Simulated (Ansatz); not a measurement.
## Zn18O17: nudged elastic band (part 1 of 4)

The run: nudged elastic band of Zn18O17 (defect cell, 35 atoms in the cell). Method and program: DFT PBE, scalar-relativistic, plane waves, PAW, no spin polarisation (Ansatz 0.2.0).

The structure derives from an entry of the Crystallography Open Database.

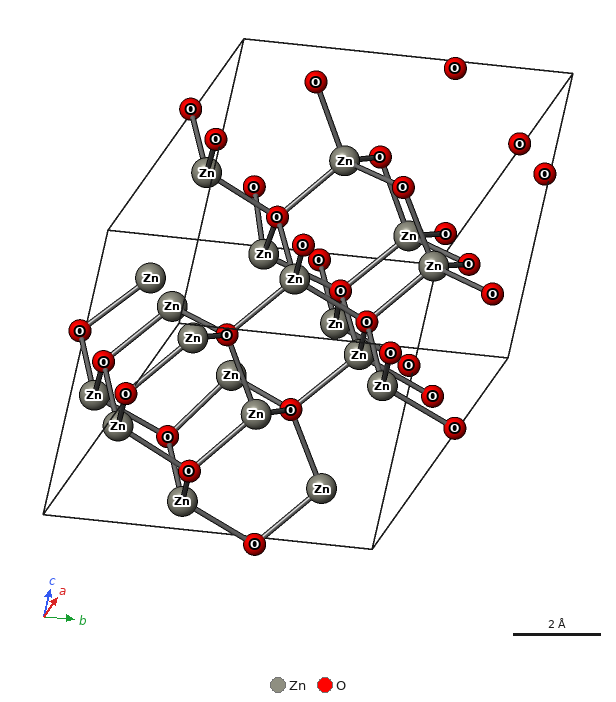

The input geometry (ball-and-stick view of the cell of the calculation, seen at an oblique angle). Near neighbours in the crystal (not all of them lie inside the picture): Zn has 4 O at 2.00 to 2.02 Å; Zn has 3 O at 2.02 to 2.03 Å; O has 4 Zn at 2.00 to 2.03 Å.

**Input file**
```yaml
crystal:
  lattice:
    - [0.0, 5.6802364152, -5.293273979]
    - [4.919229035, -2.8401182076, -5.293273979]
    - [-4.919229035, -2.8401182076, -5.293273979]
  atoms:
    - { symbol: Zn, position: [0.0559283495, 0.0559283495, 0.3892616829] }
    - { symbol: Zn, position: [0.3893067138, 0.7232598302, 0.3890590706] }
    - { symbol: Zn, position: [0.0557257372, 0.3893067138, 0.0565931635] }
    - { symbol: Zn, position: [0.7232598302, 0.3893067138, 0.3890590706] }
    - { symbol: Zn, position: [0.3893067138, 0.0557257372, 0.0565931635] }
    - { symbol: Zn, position: [0.0557257372, 0.7232598302, 0.7226400472] }
    - { symbol: Zn, position: [0.7222259742, 0.7222259742, 0.0555593076] }
    - { symbol: Zn, position: [0.3755246144, 0.3755246144, 0.7088579478] }
    - { symbol: Zn, position: [0.7232598302, 0.0557257372, 0.7226400472] }
    - { symbol: Zn, position: [0.7780526, 0.111910397, 0.1113859334] }
    - { symbol: Zn, position: [0.111910397, 0.7780526, 0.1113859334] }
    - { symbol: Zn, position: [0.7753320178, 0.4430855405, 0.7764188739] }
    - { symbol: Zn, position: [0.4430855405, 0.4430855405, 0.1086653511] }
    - { symbol: Zn, position: [0.1245915575, 0.1245915575, 0.7634571151] }
    - { symbol: Zn, position: [0.7780526, 0.7780526, 0.4452437303] }
    - { symbol: Zn, position: [0.4430855405, 0.7753320178, 0.7764188739] }
    - { symbol: Zn, position: [0.1245915575, 0.4301237818, 0.4579248908] }
    - { symbol: Zn, position: [0.4301237818, 0.1245915575, 0.4579248908] }
    - { symbol: O, position: [0.9881964616, 0.3197889453, 0.321529795] }
    - { symbol: O, position: [0.3197889453, 0.9881964616, 0.321529795] }
    - { symbol: O, position: [0.9851057576, 0.6518718824, 0.9852052157] }
    - { symbol: O, position: [0.6518718824, 0.6518718824, 0.318439091] }
    - { symbol: O, position: [0.3178485543, 0.3178485543, 0.9776514915] }
    - { symbol: O, position: [0.9881964616, 0.9881964616, 0.6531222786] }
    - { symbol: O, position: [0.6518718824, 0.9851057576, 0.9852052157] }
    - { symbol: O, position: [0.3178485543, 0.6443181582, 0.6511818876] }
    - { symbol: O, position: [0.6443181582, 0.3178485543, 0.6511818876] }
    - { symbol: O, position: [0.9300090745, 0.9300090745, 0.2633424079] }
    - { symbol: O, position: [0.2618087309, 0.5925174851, 0.2657463562] }
    - { symbol: O, position: [0.9324130228, 0.2618087309, 0.9258508184] }
    - { symbol: O, position: [0.5925174851, 0.2618087309, 0.2657463562] }
    - { symbol: O, position: [0.2618087309, 0.9324130228, 0.9258508184] }
    - { symbol: O, position: [0.9324130228, 0.5925174851, 0.5951420642] }
    - { symbol: O, position: [0.5957749451, 0.5957749451, 0.9291082784] }
    - { symbol: O, position: [0.5925174851, 0.9324130228, 0.5951420642] }
basis:
  ecutwfc: 420
  xc_grid: 2
kpoints:
  mp_grid: { grid: [2, 2, 2], shift: [0.5, 0.5, 0.5] }
hamiltonian:
  xc: pbe
scf:
  occupations: { method: gaussian, width: 0.02 }
output:
  forces: true
neb:
  images: 5
  f_tol: 0.05
  max_iterations: 70
  order_check: false
  final_atoms:
    - { symbol: Zn, position: [0.0506231495, 0.0784913983, 0.3839564829] }
    - { symbol: Zn, position: [0.3869139768, 0.7202473101, 0.389035468] }
    - { symbol: Zn, position: [0.0506231495, 0.3839564829, 0.0784913983] }
    - { symbol: Zn, position: [0.745158065, 0.3839564829, 0.3839564829] }
    - { symbol: Zn, position: [0.3875669995, 0.0560559966, 0.0560559966] }
    - { symbol: Zn, position: [0.0557021346, 0.7202473101, 0.7202473101] }
    - { symbol: Zn, position: [0.7227226632, 0.7209003329, 0.0560559966] }
    - { symbol: Zn, position: [0.3869139768, 0.389035468, 0.7202473101] }
    - { symbol: Zn, position: [0.7227226632, 0.0560559966, 0.7209003329] }
    - { symbol: Zn, position: [0.7776732163, 0.1110065496, 0.1110065496] }
    - { symbol: Zn, position: [0.1103028635, 0.7786534596, 0.1127577633] }
    - { symbol: Zn, position: [0.77942443, 0.4436361968, 0.7786534596] }
    - { symbol: Zn, position: [0.4453201263, 0.4436361968, 0.1127577633] }
    - { symbol: Zn, position: [0.1103028635, 0.1127577633, 0.7786534596] }
    - { symbol: Zn, position: [0.77942443, 0.7786534596, 0.4436361968] }
    - { symbol: Zn, position: [0.4442612023, 0.7775945356, 0.7775945356] }
    - { symbol: Zn, position: [0.0982377044, 0.4315710377, 0.4315710377] }
    - { symbol: Zn, position: [0.4453201263, 0.1127577633, 0.4436361968] }
    - { symbol: O, position: [1.2582157519, 0.2647439072, 0.5915490852] }
    - { symbol: O, position: [0.3142570668, 0.9866864047, 0.3191982536] }
    - { symbol: O, position: [0.9858649203, 0.6475904002, 0.9866864047] }
    - { symbol: O, position: [0.6533530713, 0.6475904002, 0.3191982536] }
    - { symbol: O, position: [0.3142570668, 0.3191982536, 0.9866864047] }
    - { symbol: O, position: [0.9858649203, 0.9866864047, 0.6475904002] }
    - { symbol: O, position: [0.6514076451, 0.9847409785, 0.9847409785] }
    - { symbol: O, position: [0.3182190271, 0.6515523604, 0.6515523604] }
    - { symbol: O, position: [0.6533530713, 0.3191982536, 0.6475904002] }
    - { symbol: O, position: [0.9314299444, 0.9343069965, 0.2647632777] }
    - { symbol: O, position: [0.2582157519, 0.5915490852, 0.2647439072] }
    - { symbol: O, position: [0.9314299444, 0.2647632777, 0.9343069965] }
    - { symbol: O, position: [0.6009736631, 0.2647632777, 0.2647632777] }
    - { symbol: O, position: [0.261958476, 0.9292090285, 0.9292090285] }
    - { symbol: O, position: [0.9314105739, 0.5915490852, 0.5915490852] }
    - { symbol: O, position: [0.5958756951, 0.5952918094, 0.9292090285] }
    - { symbol: O, position: [0.5958756951, 0.9292090285, 0.5952918094] }
```

Launched with:
```bash
ansatz run input.yaml --threads 4 --pin off --max-ram 10240MiB --backend cpu --events-out ev --progress --plain --runs-dir out
```

**Log**
```
Warning: neb: disabling space-group detection — the band's intermediate images generally break the endpoint symmetry, so no spatial operation reduces the k-mesh or symmetrises the density, except that a semilocal band can use its path's symmetry ahead of convergence; time reversal is kept, so that k and −k are solved as one point where they differ and the mesh holds both, and exact exchange and, on two spinor components, a DFT+U term hold to it where the run has them: on two components no moment then forms, and a state that bears one, which a typed moment (crystal.atoms[].spin; refused beside efield: under a hybrid functional) reaches, can lie lower, under hf by electronvolts; crystal.symmetry.detect: false (a key that needs symmetry detection or time reversal refuses this as the deck is read) with time_reversal: false beside it drops time reversal too
Engine: ansatz 0.2.0, aarch64-unknown-linux-gnu
Pseudopotentials: kind: paw
Pseudopotential: Zn, paw, valence charge 12, recommended cutoff 420 eV (normal), Zn.paw.azcp
Pseudopotential: O, paw, valence charge 6, recommended cutoff 420 eV (normal), O.paw.azcp
Functional definition: PBE
  parameter kappa = 0.804
  parameter beta = 0.06672455060314922
  exchange = pbe_x(kappa = kappa, mu = beta*pi^2/3)
  correlation = pbe_c(beta = beta)
parallel-image band execution: 4 concurrent image workers
NEB image 0
Crystal: 35 atoms, lattice volume = 443.720 Å³
Basis set: ecut = 420 eV, 8645 PW (Γ), exchange–correlation on 108×108×108 points (8 copies of the dense FFT grid, shifted against one another)
Bands: 194, of which v1, the nominal top of the filled ones, is band 159 counted from 1 (158 counted from 0)
Symmetry: 1 space group operations
k-points: 4 of 8 (time reversal used)
Non-local potential: Zn, projectors of the file, l = 0: 2, l = 1: 2, l = 2: 3, l = 3: 1
Non-local potential: O, projectors of the file, l = 0: 2, l = 1: 2, l = 2: 1
PAW form: soft (Blöchl's): semilocal exchange-correlation on the pseudo side does not see the compensation charge
PAW one-centre angular grid: Zn, 590 points (default); XC on 64 Gauss nodes
PAW one-centre angular grid: O, 110 points (default); XC on 64 Gauss nodes
Initial density: superposition of atomic densities (neutral atoms: chi_scale 0, normalization atom), corrected by the library's trained network
Initial wavefunctions: pseudopotential atomic-orbital guess
Functional: x = pbe(κ = 0.804, μ = 0.2195149727645171), c = pbe(β = 0.06672455060314922)
SCF iter   1: F=—  HF=-69394.556976 eV  |F-HF|=—  |Δ(HF+E_count)|=         —  Δρ=1.75e-3  dr2=5.87e-2  ethr=1.77e-3  ⟨swp⟩=6.0  Hψ=2753  notcnv=0  defer=4
preconditioner: auto → Resta (q_TF=auto, 2.581 Å⁻¹)  ε∞=7.7  [insulator: Δε(μ)=1.839 eV  Ē_g=12.166 eV  σ=0.020 eV  W_gap=1.00  n_scr=130 (ndim 8)  ℏωp=31.4 eV  f_vac=0.036  D(μ)=0.00/eV (n_scr^D=0)  ε∞_Penn≈7.7]
SCF iter   2: F=—  HF=-69394.560521 eV  |F-HF|=—  |Δ(HF+E_count)|=   3.55e-3  Δρ=1.08e-3  dr2=2.18e-2  ethr=1.85e-5  ⟨swp⟩=3.0  Hψ=1496  notcnv=0  defer=120
SCF iter   3: F=—  HF=-69394.556924 eV  |F-HF|=—  |Δ(HF+E_count)|=   3.60e-3  Δρ=1.08e-3  dr2=6.65e-3  ethr=6.84e-6  ⟨swp⟩=2.0  Hψ=1244  notcnv=0  defer=120
SCF iter   4: F=—  HF=-69394.554323 eV  |F-HF|=—  |Δ(HF+E_count)|=   2.60e-3  Δρ=2.96e-4  dr2=3.08e-4  ethr=2.09e-6  ⟨swp⟩=2.0  Hψ=1243  notcnv=0  defer=120
SCF iter   5: F=—  HF=-69394.554323 eV  |F-HF|=—  |Δ(HF+E_count)|=   2.13e-7  Δρ=1.24e-4  dr2=6.81e-5  ethr=9.69e-8  ⟨swp⟩=2.0  Hψ=1275  notcnv=0  defer=120
SCF iter   6: F=—  HF=-69394.554942 eV  |F-HF|=—  |Δ(HF+E_count)|=   6.20e-4  Δρ=5.96e-5  dr2=1.52e-5  ethr=2.14e-8  ⟨swp⟩=2.0  Hψ=1317  notcnv=0  defer=120
SCF iter   7: F=—  HF=-69394.554944 eV  |F-HF|=—  |Δ(HF+E_count)|=   1.25e-6  Δρ=2.79e-5  dr2=2.72e-6  ethr=4.78e-9  ⟨swp⟩=2.0  Hψ=1224  notcnv=0  defer=120
SCF iter   8: F=—  HF=-69394.554943 eV  |F-HF|=—  |Δ(HF+E_count)|=   5.14e-7  Δρ=1.47e-5  dr2=8.10e-7  ethr=8.56e-10  ⟨swp⟩=2.0  Hψ=1224  notcnv=0  defer=120
SCF iter   9: F=—  HF=-69394.554943 eV  |F-HF|=—  |Δ(HF+E_count)|=   2.37e-7  Δρ=4.45e-6  dr2=1.12e-7  ethr=2.55e-10  ⟨swp⟩=2.0  Hψ=1224  notcnv=0  defer=120
SCF iter  10: F=-69394.554943 eV  HF=-69394.554943 eV  |F-HF|=8.32e-9  |Δ(HF+E_count)|=   6.26e-8  Δρ=1.93e-6  dr2=1.71e-8  ethr=3.14e-11  ⟨swp⟩=4.0  Hψ=2537  notcnv=0
SCF 1 converged in 10 iterations: F = -69394.554943 eV  dr2 = 1.71e-8
  greatest PAW one-centre occupation: 0.987 electrons in one spin orbital (limit 2), on the Zn atom at site 13 (counted from 0), in its partial waves of l = 2
NSCF: frozen V_eff on 4 k-points
NEB image 6
SCF iter   1: F=—  HF=-69394.561543 eV  |F-HF|=—  |Δ(HF+E_count)|=         —  Δρ=1.86e-3  dr2=6.99e-2  ethr=1.77e-3  ⟨swp⟩=6.0  Hψ=2755  notcnv=0  defer=2
preconditioner: auto → Resta (q_TF=auto, 2.581 Å⁻¹)  ε∞=7.7  [insulator: Δε(μ)=1.847 eV  Ē_g=12.166 eV  σ=0.020 eV  W_gap=1.00  n_scr=130 (ndim 8)  ℏωp=31.4 eV  f_vac=0.037  D(μ)=0.00/eV (n_scr^D=0)  ε∞_Penn≈7.7]
SCF iter   2: F=—  HF=-69394.563058 eV  |F-HF|=—  |Δ(HF+E_count)|=   1.51e-3  Δρ=1.13e-3  dr2=2.58e-2  ethr=2.20e-5  ⟨swp⟩=2.2  Hψ=1460  notcnv=0  defer=120
SCF iter   3: F=—  HF=-69394.558557 eV  |F-HF|=—  |Δ(HF+E_count)|=   4.50e-3  Δρ=1.14e-3  dr2=7.69e-3  ethr=8.10e-6  ⟨swp⟩=2.0  Hψ=1244  notcnv=0  defer=120
SCF iter   4: F=—  HF=-69394.555757 eV  |F-HF|=—  |Δ(HF+E_count)|=   2.80e-3  Δρ=3.12e-4  dr2=3.47e-4  ethr=2.42e-6  ⟨swp⟩=2.0  Hψ=1243  notcnv=0  defer=120
SCF iter   5: F=—  HF=-69394.555737 eV  |F-HF|=—  |Δ(HF+E_count)|=   2.03e-5  Δρ=1.36e-4  dr2=8.32e-5  ethr=1.09e-7  ⟨swp⟩=2.0  Hψ=1273  notcnv=0  defer=120
SCF iter   6: F=—  HF=-69394.556167 eV  |F-HF|=—  |Δ(HF+E_count)|=   4.30e-4  Δρ=6.26e-5  dr2=1.81e-5  ethr=2.62e-8  ⟨swp⟩=2.0  Hψ=1317  notcnv=0  defer=120
SCF iter   7: F=—  HF=-69394.556168 eV  |F-HF|=—  |Δ(HF+E_count)|=   1.65e-6  Δρ=3.06e-5  dr2=3.49e-6  ethr=5.70e-9  ⟨swp⟩=2.0  Hψ=1224  notcnv=0  defer=120
SCF iter   8: F=—  HF=-69394.556168 eV  |F-HF|=—  |Δ(HF+E_count)|=   3.64e-7  Δρ=1.59e-5  dr2=1.01e-6  ethr=1.10e-9  ⟨swp⟩=2.0  Hψ=1231  notcnv=0  defer=120
SCF iter   9: F=—  HF=-69394.556168 eV  |F-HF|=—  |Δ(HF+E_count)|=   2.66e-7  Δρ=4.89e-6  dr2=1.49e-7  ethr=3.19e-10  ⟨swp⟩=2.0  Hψ=1224  notcnv=0  defer=120
SCF iter  10: F=-69394.556168 eV  HF=-69394.556168 eV  |F-HF|=5.15e-8  |Δ(HF+E_count)|=   8.54e-8  Δρ=4.16e-6  dr2=6.29e-8  ethr=3.14e-11  ⟨swp⟩=4.0  Hψ=2643  notcnv=0
SCF 2 converged in 10 iterations: F = -69394.556168 eV  dr2 = 6.29e-8
[... from here on the iterations of each SCF are left out, up to the last one ...]
NSCF: frozen V_eff on 4 k-points
NEB end point (image 0): max|allowed force component| = 5.300e-3 eV/Å (the criterion of neb.relax_end_points is 1.000e-2)
NEB end point (image 6): max|allowed force component| = 8.875e-3 eV/Å (the criterion of neb.relax_end_points is 1.000e-2)
NEB image 1
preconditioner: auto → Resta (q_TF=auto, 2.581 Å⁻¹)  ε∞=7.7  [insulator: Δε(μ)=1.463 eV  Ē_g=12.150 eV  σ=0.020 eV  W_gap=1.00  n_scr=130 (ndim 8)  ℏωp=31.4 eV  f_vac=0.034  D(μ)=0.00/eV (n_scr^D=0)  ε∞_Penn≈7.7]
SCF 3 converged in 9 iterations: F = -69392.363457 eV  dr2 = 8.50e-8
NEB image 2
preconditioner: auto → Resta (q_TF=auto, 2.581 Å⁻¹)  ε∞=7.6  [insulator: Δε(μ)=0.967 eV  Ē_g=12.191 eV  σ=0.020 eV  W_gap=1.00  n_scr=130 (ndim 8)  ℏωp=31.4 eV  f_vac=0.032  D(μ)=0.00/eV (n_scr^D=0)  ε∞_Penn≈7.6]
SCF 4 converged in 11 iterations: F = -69379.684851 eV  dr2 = 4.34e-8
NEB image 3
preconditioner: auto → Resta (q_TF=auto, 2.581 Å⁻¹)  ε∞=7.6  [insulator: Δε(μ)=0.690 eV  Ē_g=12.242 eV  σ=0.020 eV  W_gap=1.00  n_scr=130 (ndim 8)  ℏωp=31.4 eV  f_vac=0.033  D(μ)=0.00/eV (n_scr^D=0)  ε∞_Penn≈7.6]
SCF 5 converged in 13 iterations: F = -69364.291232 eV  dr2 = 8.15e-9
NEB image 4
preconditioner: auto → Resta (q_TF=auto, 2.581 Å⁻¹)  ε∞=7.6  [insulator: Δε(μ)=0.948 eV  Ē_g=12.195 eV  σ=0.020 eV  W_gap=1.00  n_scr=130 (ndim 8)  ℏωp=31.4 eV  f_vac=0.033  D(μ)=0.00/eV (n_scr^D=0)  ε∞_Penn≈7.6]
SCF 6 converged in 11 iterations: F = -69379.479343 eV  dr2 = 4.15e-8
NEB image 5
preconditioner: auto → Resta (q_TF=auto, 2.581 Å⁻¹)  ε∞=7.7  [insulator: Δε(μ)=1.444 eV  Ē_g=12.154 eV  σ=0.020 eV  W_gap=1.00  n_scr=130 (ndim 8)  ℏωp=31.4 eV  f_vac=0.036  D(μ)=0.00/eV (n_scr^D=0)  ε∞_Penn≈7.7]
SCF 7 converged in 10 iterations: F = -69392.405018 eV  dr2 = 4.63e-8
NEB iter   1: max|band force component| = 9.564e1 eV/Å  barrier→ = 30.2637 eV  barrier← = 30.2649 eV  Δτ_max = 0.1988 Å  (74 SCF iters)
NEB image 1
Initial density: handed on by an earlier stage of this run
Initial wavefunctions: those handed on with the density
preconditioner: auto → Resta (q_TF=auto, 2.581 Å⁻¹)  ε∞=7.7  [insulator: Δε(μ)=1.546 eV  Ē_g=12.154 eV  σ=0.020 eV  W_gap=1.00  n_scr=130 (ndim 8)  ℏωp=31.4 eV  f_vac=0.033  D(μ)=0.00/eV (n_scr^D=0)  ε∞_Penn≈7.7]
SCF 8 converged in 10 iterations: F = -69393.261497 eV  dr2 = 7.01e-8
NEB image 2
preconditioner: auto → Resta (q_TF=auto, 2.581 Å⁻¹)  ε∞=7.7  [insulator: Δε(μ)=1.047 eV  Ē_g=12.181 eV  σ=0.020 eV  W_gap=1.00  n_scr=130 (ndim 8)  ℏωp=31.4 eV  f_vac=0.029  D(μ)=0.00/eV (n_scr^D=0)  ε∞_Penn≈7.7]
SCF 9 converged in 12 iterations: F = -69389.910281 eV  dr2 = 2.79e-8
NEB image 3
preconditioner: auto → Resta (q_TF=auto, 2.581 Å⁻¹)  ε∞=7.6  [insulator: Δε(μ)=0.791 eV  Ē_g=12.216 eV  σ=0.020 eV  W_gap=1.00  n_scr=130 (ndim 8)  ℏωp=31.4 eV  f_vac=0.029  D(μ)=0.00/eV (n_scr^D=0)  ε∞_Penn≈7.6]
SCF 10 converged in 12 iterations: F = -69388.542050 eV  dr2 = 4.49e-8
NEB image 4
preconditioner: auto → Resta (q_TF=auto, 2.581 Å⁻¹)  ε∞=7.7  [insulator: Δε(μ)=1.096 eV  Ē_g=12.187 eV  σ=0.020 eV  W_gap=1.00  n_scr=130 (ndim 8)  ℏωp=31.4 eV  f_vac=0.033  D(μ)=0.00/eV (n_scr^D=0)  ε∞_Penn≈7.7]
SCF 11 converged in 11 iterations: F = -69390.281434 eV  dr2 = 6.77e-8
NEB image 5
preconditioner: auto → Resta (q_TF=auto, 2.581 Å⁻¹)  ε∞=7.7  [insulator: Δε(μ)=1.549 eV  Ē_g=12.159 eV  σ=0.020 eV  W_gap=1.00  n_scr=130 (ndim 8)  ℏωp=31.4 eV  f_vac=0.036  D(μ)=0.00/eV (n_scr^D=0)  ε∞_Penn≈7.7]
SCF 12 converged in 10 iterations: F = -69393.347578 eV  dr2 = 5.77e-8
```
